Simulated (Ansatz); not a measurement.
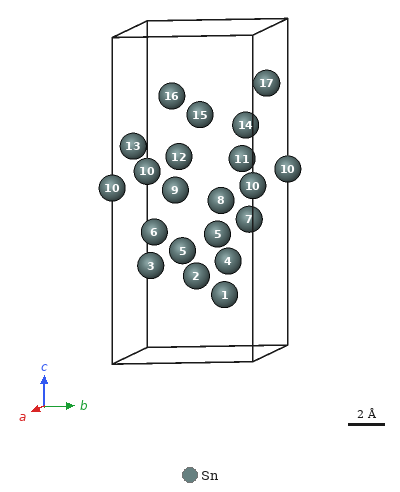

The input geometry (spheres-only view of the cell of the calculation, with the vacuum cut short, seen slightly off an axis; atoms are numbered from 1 in the order of the input). An atom can appear more than once, as a periodic image.

# Single-point calculation, with input and output: Sn (part 1 of 2)

The run: single-point calculation of Sn (slab, 17 atoms in the cell). Method and program: DFT PBEsol, scalar-relativistic, plane waves, PAW, no spin polarisation (Ansatz 0.2.0).

The structure derives from an entry of the Crystallography Open Database. It belongs to a series of runs on one base structure; here: k mesh: [2, 2, 1]. Figures and captions count atoms from 1; the log counts them from 0 in places.

## The program's output
```
Engine: ansatz 0.2.0, x86_64-unknown-linux-gnu
Pseudopotentials: kind: paw
Pseudopotential: Sn, paw, valence charge 14, recommended cutoff 420 eV (normal), Sn.paw.azcp
Functional definition: PBEsol
  exchange = pbesol_x
  correlation = pbesol_c
Crystal: 17 atoms, lattice volume = 1277.496 Å³
Basis set: ecut = 420 eV, 24967 PW (Γ), exchange–correlation on 90×108×360 points (8 copies of the dense FFT grid, shifted against one another)
Bands: 143, of which v1, the nominal top of the filled ones, is band 119 counted from 1 (118 counted from 0)
Symmetry: 1 space group operations
k-points: 4
Non-local potential: Sn, projectors of the file, l = 0: 2, l = 1: 2, l = 2: 2, l = 3: 2
PAW form: soft (Blöchl's): semilocal exchange-correlation on the pseudo side does not see the compensation charge
PAW frozen core: Sn, regenerated for the run's functional, and the local potential with it (the file was generated under x = pbe(κ = 0.804, μ = 0.2195149727645171), c = pbe(β = 0.06672455060314922))
PAW one-centre angular grid: Sn, 590 points (default); XC on 64 Gauss nodes
Initial density: superposition of atomic densities (neutral atoms: chi_scale 0, normalization atom), corrected by the library's trained network
Initial wavefunctions: pseudopotential atomic-orbital guess
Functional: x = pbesol(κ = 0.804, μ = 0.12345679012345678), c = pbesol(β = 0.046)
SCF iter   1: F=—  HF=-101140.034534 eV  |F-HF|=—  |Δ(HF+E_count)|=         —  Δρ=2.70e-3  dr2=1.81e-1  ethr=1.77e-3  p=0.000 e·Å  D=4.03e-13 V/Å  ΔV_dip=-0.00 eV  dr2_dipole=5.78e-10  V_vac-E_F(+/−)=4.58/4.58 eV  ⟨swp⟩=7.0  Hψ=2296  notcnv=0  defer=8
efield: sawtooth ramp at fractional position 0.9800 (placed from the atoms, in the widest stretch of the axis that holds none; the zero of the levels goes with the place), width 0.0400; the density the first Hamiltonian is built on has a dipole p = 0.000 e·Å; the dipole correction subtracts the counter field D = 4.03e-13 V/Å, which shifts the + side's vacuum level by -0.00 eV against the − side's; the planar-averaged density in the ramp window peaks in size at 1.2e-6 e/Å³
preconditioner: auto → LDOS  [metal: Δε(μ)=0.032 eV  Ē_g=18.796 eV  σ=0.100 eV  W_gap=0.18  n_scr=182 (ndim 8)  ℏωp=16.0 eV  f_vac=0.496  D(μ)=18.08/eV (n_scr^D=78)  β→1.0]
SCF iter   2: F=—  HF=-101140.015231 eV  |F-HF|=—  |Δ(HF+E_count)|=   1.93e-2  Δρ=1.37e-3  dr2=5.89e-2  ethr=7.63e-5  p=0.000 e·Å  D=3.71e-6 V/Å  ΔV_dip=-0.00 eV  dr2_dipole=2.68e-8  V_vac-E_F(+/−)=4.52/4.52 eV  ⟨swp⟩=2.0  Hψ=1174  notcnv=0  defer=57
SCF iter   3: F=—  HF=-101140.009187 eV  |F-HF|=—  |Δ(HF+E_count)|=   6.04e-3  Δρ=7.12e-4  dr2=2.38e-2  ethr=2.47e-5  p=0.000 e·Å  D=3.01e-6 V/Å  ΔV_dip=-0.00 eV  dr2_dipole=1.13e-9  V_vac-E_F(+/−)=4.49/4.49 eV  ⟨swp⟩=2.0  Hψ=992  notcnv=0  defer=57
SCF iter   4: F=—  HF=-101140.006215 eV  |F-HF|=—  |Δ(HF+E_count)|=   2.97e-3  Δρ=3.30e-4  dr2=6.50e-3  ethr=1.00e-5  p=-0.000 e·Å  D=-1.61e-6 V/Å  ΔV_dip=0.00 eV  dr2_dipole=1.84e-8  V_vac-E_F(+/−)=4.48/4.48 eV  ⟨swp⟩=3.0  Hψ=1036  notcnv=0  defer=57
SCF iter   5: F=—  HF=-101140.005579 eV  |F-HF|=—  |Δ(HF+E_count)|=   6.36e-4  Δρ=1.49e-4  dr2=9.56e-4  ethr=2.73e-6  p=-0.000 e·Å  D=-9.96e-7 V/Å  ΔV_dip=0.00 eV  dr2_dipole=2.23e-9  V_vac-E_F(+/−)=4.47/4.47 eV  ⟨swp⟩=3.0  Hψ=1029  notcnv=0  defer=57
SCF iter   6: F=—  HF=-101140.005455 eV  |F-HF|=—  |Δ(HF+E_count)|=   1.24e-4  Δρ=5.53e-5  dr2=1.73e-4  ethr=4.02e-7  p=-0.000 e·Å  D=-1.18e-6 V/Å  ΔV_dip=0.00 eV  dr2_dipole=2.91e-10  V_vac-E_F(+/−)=4.47/4.47 eV  ⟨swp⟩=3.0  Hψ=1037  notcnv=0  defer=57
SCF iter   7: F=—  HF=-101140.005433 eV  |F-HF|=—  |Δ(HF+E_count)|=   2.19e-5  Δρ=1.59e-5  dr2=8.75e-6  ethr=7.26e-8  p=-0.000 e·Å  D=-4.01e-7 V/Å  ΔV_dip=0.00 eV  dr2_dipole=1.30e-9  V_vac-E_F(+/−)=4.47/4.47 eV  ⟨swp⟩=2.0  Hψ=580  notcnv=0  defer=57
SCF iter   8: F=—  HF=-101140.005268 eV  |F-HF|=—  |Δ(HF+E_count)|=   1.65e-4  Δρ=9.18e-6  dr2=2.28e-6  ethr=3.68e-9  p=-0.000 e·Å  D=-1.92e-7 V/Å  ΔV_dip=0.00 eV  dr2_dipole=3.68e-11  V_vac-E_F(+/−)=4.47/4.47 eV  ⟨swp⟩=2.0  Hψ=986  notcnv=0  defer=44
SCF iter   9: F=—  HF=-101140.005268 eV  |F-HF|=—  |Δ(HF+E_count)|=   2.24e-7  Δρ=2.26e-6  dr2=1.99e-7  ethr=9.57e-10  p=-0.000 e·Å  D=-9.84e-8 V/Å  ΔV_dip=0.00 eV  dr2_dipole=8.10e-11  V_vac-E_F(+/−)=4.47/4.47 eV  ⟨swp⟩=2.0  Hψ=946  notcnv=0  defer=44
SCF iter  10: F=-101140.005268 eV  HF=-101140.005268 eV  |F-HF|=6.94e-9  |Δ(HF+E_count)|=   8.11e-8  Δρ=8.81e-7  dr2=3.22e-8  ethr=4.20e-11  p=-0.000 e·Å  D=-4.73e-8 V/Å  ΔV_dip=0.00 eV  dr2_dipole=1.76e-11  V_vac-E_F(+/−)=4.47/4.47 eV  ⟨swp⟩=15.0  Hψ=2719  notcnv=0
SCF 1 converged in 10 iterations: F = -101140.005268 eV  dr2 = 3.22e-8
  greatest PAW one-centre occupation: 0.992 electrons in one spin orbital (limit 2), on the Sn atom at site 16 (counted from 0), in its partial waves of l = 2
```

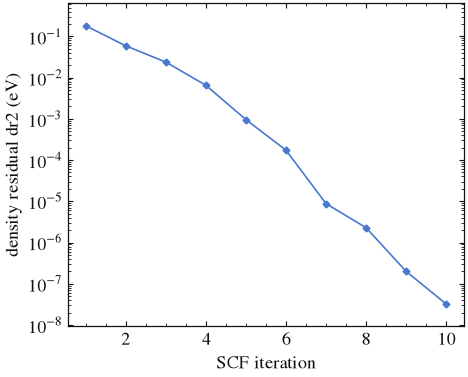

Convergence of the self-consistent field: density residual dr2 against the SCF iteration. The residual falls at every step.

```
SCF converged after 10 iterations
Free energy (F): -101140.005268 eV
Harris-Foulkes:  -101140.005268 eV  (|F-HF|=6.94e-9)
Internal energy: -101139.910580 eV  (E = F + TS)
E sigma→0 (E₀):  -101139.957924 eV
Entropy (-TS):   -0.094687 eV (-5.570 meV/atom)
Fermi energy:    0.957281 eV
Dipole field:    D = 0.000002 V/Å  (p = 0.000015 e·Å, saw-weighted, corrected)
Work function:   Φ+ = 4.4668 eV   Φ− = 4.4669 eV
Levels:          The Fermi level and band energies are counted from a zero that moves with the ramp; work functions are not
--- Per-component energies (eV) ---
  E_band       = -3660.333776
  E_kinetic    = 3176.567980
  E_local      = -155977.766677  (includes V_loc(G=0)·N_el)
  E_nonlocal   = -517.665930
  E_hartree    = 78664.951299
  E_xc         = -6435.350541
  E_vxc        = -1632.316253  (∫ρ·V_xc dr)
  E_paw        = -69111.613960  (= ΣΔE_a)
  E_vpaw       = -6039.043504  (= ΣTr[D̂ρ^β])
  E_aug_tail   = -0.000007  (compensation charges beyond the density's cutoff)
  E_efield     = 0.000000  (sawtooth field / dipole correction)
  E_vefield    = 0.000000  (∫n·V_field dr)
  E_ewald      = 49056.124980
  E_core_change = 4.842276  (= ΣΔE_core)
  E_smearing   = -0.094687  (= −TS)
  E_closure    = 0.000000  (closes the sum)
  Σ components = -101140.005268   (vs F -101140.005268, Δ=0.00e0)
--- Forces (eV/Å), atoms counted from 1 ---
  atom   1  Sn    -0.22858124     0.27883737    -0.30473054
  atom   2  Sn     0.16133314     0.00262020     0.26855820
  atom   3  Sn     0.16553599    -0.13174553    -0.13946273
  atom   4  Sn    -0.05519409    -0.20493392     0.03404307
  atom   5  Sn    -0.01917403    -0.03895556    -0.06117040
  atom   6  Sn    -0.09795278     0.09082428     0.06339176
  atom   7  Sn    -0.04621303     0.01408489     0.00713417
  atom   8  Sn     0.13272627    -0.05630750    -0.03692175
  atom   9  Sn    -0.02492685     0.00000014     0.00000012
  atom  10  Sn     0.13272672     0.05630753     0.03692210
  atom  11  Sn    -0.04621264    -0.01408458    -0.00713410
  atom  12  Sn    -0.09795304    -0.09082496    -0.06339206
  atom  13  Sn    -0.01917502     0.03895591     0.06117002
  atom  14  Sn    -0.05519507     0.20493419    -0.03404320
  atom  15  Sn     0.16553617     0.13174660     0.13946321
  atom  16  Sn     0.16133500    -0.00262101    -0.26856140
  atom  17  Sn    -0.22858017    -0.27883818     0.30473235
  max |Σ_I F_I| component: 3.53e-5 eV/Å
--- Stress (GPa, compression-positive) ---
       -0.227043      -0.000000       0.000000
       -0.000000      -0.220252      -0.095850
        0.000000      -0.095850       0.238680
  P = ⅓ Tr σ = -0.0695 GPa (-0.695 kbar)
--- Band table (eV) ---
  k-point 0: bands = ["-20.5388", "-20.5252", "-20.5250", "-20.5239", "-20.5072", "-20.5026", "-20.4875", "-20.4850", "-20.4634", "-20.4580", "-20.4538", "-20.4383", "-20.4380", "-20.4216", "-20.4072", "-20.4043", "-20.3885", "-20.3773", "-20.3771", "-20.3607", "-20.3552", "-20.3548", "-20.3414", "-20.3342", "-20.3227", "-20.3224", "-20.3112", "-20.3092", "-20.3029", "-20.2942", "-20.2893", "-20.2810", "-20.2785", "-20.2762", "-20.2728", "-20.2666", "-20.2641", "-20.2573", "-20.2561", "-20.2456", "-20.2430", "-20.2409", "-20.2315", "-20.2209", "-20.2137", "-20.2133", "-20.2000", "-20.1940", "-20.1885", "-20.1811", "-20.1665", "-20.1649", "-20.1622", "-20.1521", "-20.1425", "-20.1419", "-20.1379", "-20.1163", "-20.1141", "-20.1029", "-20.0981", "-20.0943", "-20.0935", "-20.0735", "-20.0714", "-20.0608", "-20.0515", "-20.0463", "-20.0431", "-20.0368", "-20.0346", "-20.0312", "-20.0297", "-20.0263", "-20.0236", "-20.0126", "-20.0090", "-19.9986", "-19.9971", "-19.9667", "-19.9665", "-19.9304", "-19.9301", "-19.9061", "-19.9061", "-9.1381", "-8.5625", "-7.7666", "-6.9775", "-6.9551", "-6.8739", "-6.4313", "-6.3997", "-6.0728", "-5.7716", "-5.6837", "-5.5126", "-5.3342", "-5.0330", "-3.9021", "-2.3743", "-2.0390", "-2.0218", "-1.6415", "-1.6284", "-1.5273", "-1.5026", "-1.1714", "-1.1394", "-0.9380", "-0.7896", "-0.7328", "-0.6147", "-0.1616", "0.0661", "0.3695", "0.6204", "0.7614", "0.9546", "1.0360", "1.5271", "1.9241", "1.9805", "2.4763", "2.6665", "2.7287", "3.0923", "3.2004", "3.2761", "3.2817", "3.4808", "3.6966", "3.7247", "3.9920", "4.0638", "4.1717", "4.4052", "4.4440", "4.6968", "4.9227", "4.9471", "4.9545", "5.0941"]
```
